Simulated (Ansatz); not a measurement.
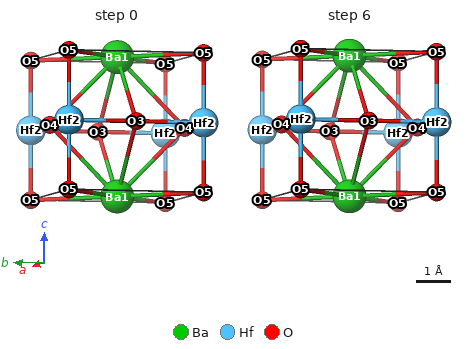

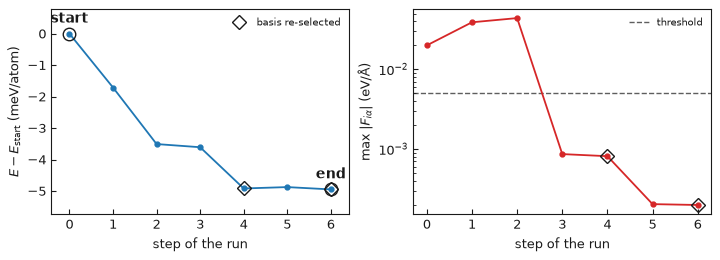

First and last geometry of a relaxation of a crystal of BaHfO$_{3}$ (built on the database structure type), with the history of the run. The picture is a ball-and-stick view of the cell of the calculation, seen from a free direction.

The calculation used Ansatz 0.2.0, DFT, PBE, plane waves, PAW.

Input
```yaml
crystal:
  lattice:
    - [4.1695667999, 0.0, 0.0]
    - [0.0, 4.1695667999, 0.0]
    - [0.0, 0.0, 4.1703766343]
  atoms:
    - { symbol: Ba, position: [0.5, 0.5, 0.99642496] }
    - { symbol: Hf, position: [0.0, 0.0, 0.49787533] }
    - { symbol: O, position: [0.0, 0.5, 0.49889014] }
    - { symbol: O, position: [0.5, 0.0, 0.49889014] }
    - { symbol: O, position: [0.0, 0.0, 0.99794122] }
kpoints:
  mp_grid: { grid: [6, 6, 6] }
hamiltonian:
  xc: pbe
scf:
  occupations: { method: fermi_dirac, width: 0.02 }
relax:
  f_tol: 0.005
  cell: {}
output:
  write_density: true
  write_potential: true
  elf: true
  volumetric_format: npy
```

Launched with:
```bash
ansatz run input.yaml --threads 4 --pin off --max-ram 6451MiB --backend cpu --events-out ev --progress --plain --runs-dir out
```

**What do the curves and the structures tell?**

It converged. Over 4 accepted moves (6 points after the start) the energy falls by 4.9 meV per atom. Largest force component: 0.02 eV/Å at the start, 0.0002 eV/Å at the end. Pressure: 4.28 GPa at the start and 0.01 GPa at the end. At 2 points the geometry stayed and the basis and grid were re-selected for the new cell (energy shift of 1.3 meV per atom at most each time). Ba1 moves most relative to the cell: 0.007 Å along +c. By element the largest moves are Ba 0.007 Å, O 0.004 Å. Hf stays in place. The drawn cell changes as follows: a = b = c 4.170 → 4.206 Å (+0.9 %); the volume changes by +2.6 %. Some distances before and after: Ba1–O3 2.941 → 2.974 Å, Ba1–O5 2.948 → 2.974 Å, Hf2–O3 2.085 → 2.103 Å, Hf2–O5 2.085 → 2.103 Å. Within 0.06 Å the space group is Pm-3m at the start and Pm-3m at the end; at a tighter tolerance small leftover displacements or strains of the cell lower it. The run took 23 s on 4 threads of Arm Neoverse V1, on a shared host, peak memory 0.45 GiB.
